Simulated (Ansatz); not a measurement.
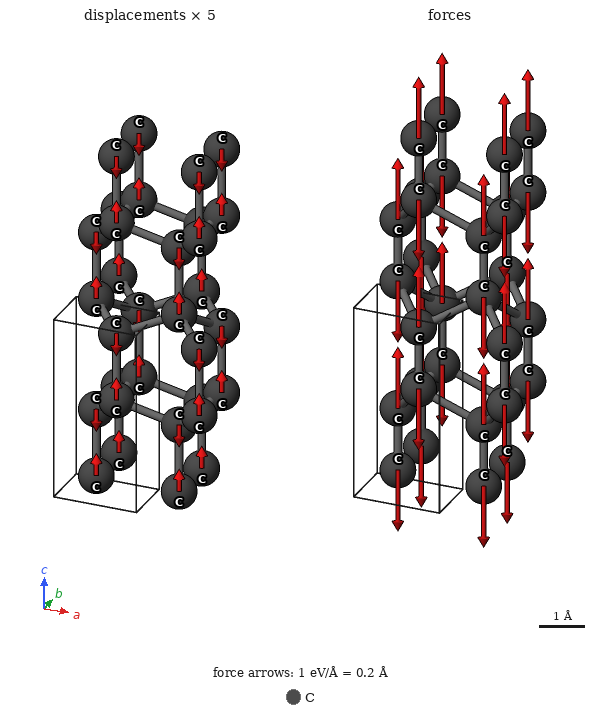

Left: a symmetric starting cell of C, with red arrows for the displacements applied to it (without the part that the change of the cell carries along). Right: the displaced structure with the computed forces. Besides, the cell is strained by +6.7 % along c and +3.7 % across it (volume +14.6 %). The picture is a ball-and-stick view of the cell of the calculation, repeated 2 × 2 × 2 with one cell outlined, seen slightly off an axis.

Method: DFT PBE, scalar-relativistic, plane waves, PAW in Ansatz. Set-up: plane-wave cutoff 420 eV; k-point mesh 12 × 12 × 6; occupations gaussian; smearing width 0.02 eV; no spin polarisation.

Describe the distortion and the response.

Answer. Atoms are displaced by 0.11 Å relative to the cell. No relaxation follows. The starting cell wasn't computed here and needn't be at equilibrium, so pressure and forces aren't due to the change alone. The pressure is −34.6 GPa (not all of it need come from the change, since the unchanged cell can be under pressure at this level too). The principal stresses (compression positive) are −44.4 GPa along c and −29.7 GPa across it. The largest forces, 7.2 eV/Å, act on 4 C atoms of the calculation's cell. The forces point straight back along the displacements (cosine −1.00). Some distances before and after: C–C 1.544 → 1.434 to 1.691 Å. The space group stays P6_3/mmc (No. 194).
